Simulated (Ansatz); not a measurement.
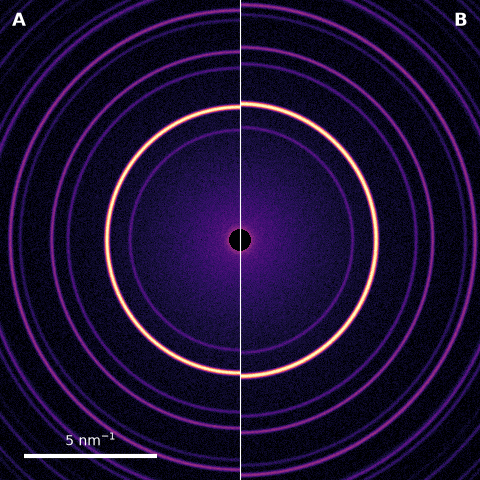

Simulated electron diffraction rings at 80 kV (λ = 0.0418 Å), scale in nm⁻¹ (radius = 1/d), for a fine-grained powder without texture. Kinematic intensities with B = 1.0 Å² for all atoms, without multiple scattering; brightness goes as intensity to the power 0.5, clipped at the top, with counting noise. Reflections closer than the ring width show as one ring. The left and right halves show two different samples, each scaled to its strongest ring.

Both are Ni in P6/mmm, with cells of different size. Origins: A, coordinates from a relaxation with Ansatz 0.2.0, DFT, RPBE, plane waves (420 eV) with PAW, scalar-relativistic; the starting structure was generated, so it need not be a known form of this composition; B, coordinates from a relaxation with DFT, r2SCAN, plane waves (500 eV) with PAW, scalar-relativistic (Ansatz 0.2.0); the starting structure was generated, so it need not be a known form of this composition.

Q: Which half has the larger cell, and by how much?

A: Half A: the volume of B is 6.9 % smaller than that of A, and a larger cell draws the rings inwards on average.
A: a = 4.032 Å, b = 4.032 Å, c = 2.427 Å, α = 90.00°, β = 90.00°, γ = 120.00°; 001 at 4.12 nm⁻¹ (d = 2.43 Å), 110 + 101 at 4.99 nm⁻¹ (d = 2.02 + 1.993 Å), 111 at 6.45 nm⁻¹ (d = 1.551 Å), 201 at 7.06 nm⁻¹ (d = 1.417 Å).
B: a = 3.939 Å, b = 3.939 Å, c = 2.367 Å, α = 90.00°, β = 90.00°, γ = 120.00°; 001 at 4.23 nm⁻¹ (d = 2.37 Å), 110 + 101 at 5.11 nm⁻¹ (d = 1.970 + 1.945 Å), 111 at 6.61 nm⁻¹ (d = 1.514 Å), 201 at 7.23 nm⁻¹ (d = 1.384 Å).
